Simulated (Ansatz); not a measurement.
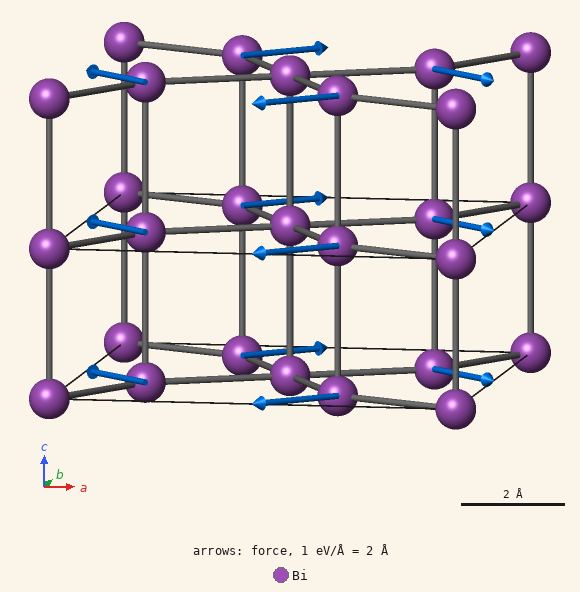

Starting geometry of a crystal of Bi (a generated structure, set up in P4/mbm) (coarse preliminary run) with the computed forces as blue arrows. Style: ball-and-stick. Shown: the cell of the calculation, repeated 1 × 1 × 2 with one cell outlined, slightly off an axis.

The calculation used DFT PBE, scalar-relativistic, plane waves, PAW (Ansatz 0.2.0).

Input file:
```yaml
crystal:
  lattice:
    - [8.05082429, 0.0, 0.0]
    - [0.0, 8.05082429, 0.0]
    - [0.0, 0.0, 2.95211243]
  atoms:
    - { symbol: Bi, position: [0.17679539, 0.32320461, 0.0] }
    - { symbol: Bi, position: [0.32320461, 0.82320461, 0.0] }
    - { symbol: Bi, position: [0.82320461, 0.67679539, 0.0] }
    - { symbol: Bi, position: [0.67679539, 0.17679539, 0.0] }
    - { symbol: Bi, position: [0.0, 0.0, 0.0] }
    - { symbol: Bi, position: [0.5, 0.5, 0.0] }
basis:
  ecutwfc: 420
kpoints:
  mp_grid: { grid: [2, 2, 6] }
hamiltonian:
  xc: pbe
scf:
  occupations: { method: gaussian, width: 0.1 }
  lower_state_search: "off"
output:
  forces: true
  stress: true
  eigenvalues: true
relax:
  adjacent_minimum: "off"
  f_tol: 0.04
  max_steps: 70
  cell: { stress_tol: 0.4 }
```

Command:
```bash
ansatz run input.yaml --threads 1 --pin off --max-ram 2560MiB --backend cpu --events-out ev --progress --plain --runs-dir out
```

Is this structure relaxed? If not, where do the atoms go?

Answer. It isn't relaxed: the largest force vector, on Bi atoms, is 1.02 eV/Å. The atoms end up moving mostly along the starting forces (cosine between the two patterns 1.00). The largest moves relative to the cell, 0.53 Å, are those of Bi1, Bi2, Bi3 and Bi4. Bi3 goes along [1 −1 0]. The volume changes by +19.3 %, with a = b 8.051 → 8.379 Å (+4.1 %), c 2.952 → 3.250 Å (+10.1 %). Near-neighbour distances that change, for instance: Bi1–Bi3 4.026 → 3.127 Å, Bi1–Bi5 2.966 → 3.276 Å, Bi1–Bi1 2.952 → 3.250 Å. Bond angles that change, for instance: Bi5–Bi2–Bi6 147.4° → 129.4°. The space group stays P4/mbm (No. 127). The energy falls by 3.005 eV per cell of the calculation in 5 accepted moves (8 points after the start). The largest force component goes from 0.72 to 0.0041 eV/Å. The pressure goes from 14.50 to 0.12 GPa. The line search rejected the trial step at point 4 of the run. At 2 points the geometry stayed and the basis and grid were re-selected for the new cell (energy shift of 8.0 meV per cell of the calculation at most each time).

Limits of the set-up: the k-point mesh is coarse for a cell with partly filled bands.
